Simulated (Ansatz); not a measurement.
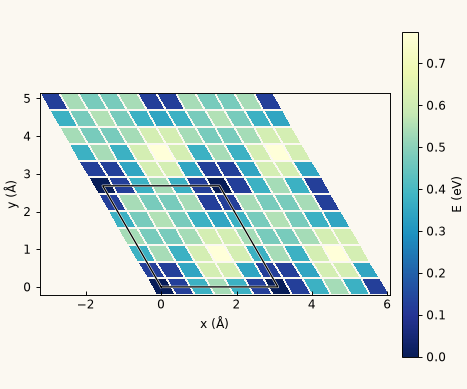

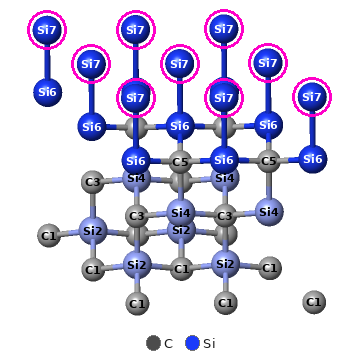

Energy landscape of Si on a SiC(111) slab cut from the F-43m phase, its upper half relaxed before the scan (6 atoms of substrate and one adsorbate in a 1 × 1 cell). Si is moved over the surface cell; relaxed at each place: the height of the adsorbate's atoms; substrate rigid; the origin of the map has the adsorbate above Si6. Places are given modulo a cell vector. The map is drawn in real space over the plane of the surface. Grid: 6 × 6 points; 10 points were computed and 26 follow by symmetry. All energies are given in eV relative to the lowest grid point. Energies and slopes of some neighbouring points disagree (a jump in structure or state, or too coarse a mesh). The magnetic moment jumps between some neighbouring points. With one adsorbate in each 1 × 1 cell, its nearest image is 3.1 Å away, so neighbouring adsorbates interact. The calculation used Ansatz, DFT PBE, scalar-relativistic, plane waves, PAW. Settings: cutoff 420 eV, k-mesh 9×9×1, gaussian smearing 0.05 eV, spin-polarised.

Drawn: one coloured cell a grid point, the outline of one cell of the 2 × 2 shown. The second picture is the structure at the lowest point; rings mark the moved atoms.

Where are the lowest and the highest points?

Answer. The lowest grid point is at the top site over a surface Si atom, (0/6, 0/6) of the cell vectors. The highest grid point, a threefold hollow over a second-layer C atom, (4/6, 2/6) of the cell vectors, lies 0.78 eV above the lowest. At the lowest point the adsorbate has 1 Si at 2.44 Å as nearest neighbours, at the highest 1 C at 2.79 Å. Its relaxed height above the top atom is 2.44 Å at the lowest and 2.27 Å at the highest point.

Each point was launched as `ansatz run input.yaml --threads 1 --pin off --max-ram 3072MiB --backend cpu --events-out ev --progress --plain --runs-dir out`. Time for the 10 points that were run: 16 min on 1 thread of Arm Neoverse V2, on a shared host.

PAW datasets: the set soft_1.
